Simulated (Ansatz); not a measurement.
## Electronic structure of MgO in real space

Input file:

```
crystal:
  lattice:
    - [2.9142816945, 0.0, 0.0]
    - [-1.4571408473, 2.5238419812, 0.0]
    - [0.0, 0.0, 2.6580281856]
  atoms:
    - { symbol: Mg, position: [0.0, 0.0, 0.0] }
    - { symbol: O, position: [0.33333333, 0.66666667, 0.5] }
basis:
  ecutwfc: 500
kpoints:
  mp_grid: { grid: [12, 12, 10] }
hamiltonian:
  xc: r2scan
scf:
  occupations: { method: gaussian, width: 0.02 }
output:
  forces: true
  stress: true
  eigenvalues: true
  write_density: true
  write_potential: true
  elf: true
  volumetric_format: npy
```

Launched as:

```sh
ansatz run input.yaml --threads 1 --pin off --max-ram 1331MiB --backend cpu --events-out ev --progress --plain --runs-dir out
```

Below, planes, directions and counts refer to the conventional cell (a = 2.91 Å, b = 2.91 Å, c = 2.66 Å, α = 90.00°, β = 90.00°, γ = 120.00°).

Space group P-6m2; a structure from a database of computed crystals, not necessarily the ambient phase; changed on purpose from its base cell (functional r2SCAN, strained and moved within the space group).

Method: DFT r2SCAN, scalar-relativistic, plane waves, PAW (Ansatz).

Core electrons are frozen (PAW), and the valence fields are smoothed inside the atomic spheres.

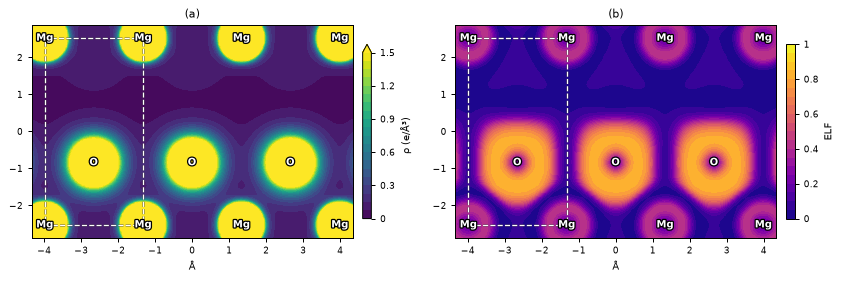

Figure 1. (a) valence electron density; (b) ELF on the (110) plane of the conventional cell.

> What do the fields say about this system?

The section cuts through Mg and O sites. Mg–O (2.14 Å): ρ at the midpoint is about 0.32 e/Å³; the ELF peaks at about 0.85 in the valence shell of O, 0.6 Å from its nucleus, and is about 0.35 at the midpoint (a closed-shell, largely ionic contact). Between the atoms the lowest density in this plane is 0.04 e/Å³.

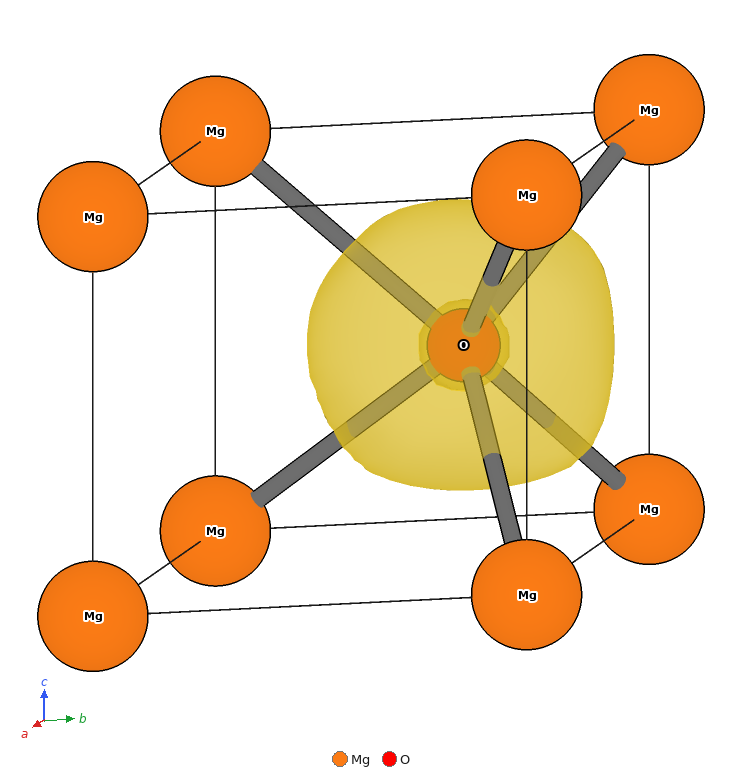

Figure 2. Isosurface of the ELF at 0.6 (yellow), seen slightly off an axis. Only the valence region is drawn (cores and ρ < 0.01 e/Å³ removed). Sticks mark near contacts.

> What do the ELF domains correspond to?

The ELF exceeds this value in one region wrapped around O (its valence shell), counted in one cell of 2 atoms. Any copies at cell faces, edges or corners count once.

> Does the calculation make it a metal, or give it a gap?

It is gapped, with a Kohn–Sham gap of 4.0 eV on the k-point mesh (the band edges may lie off the mesh, which would make the gap smaller).
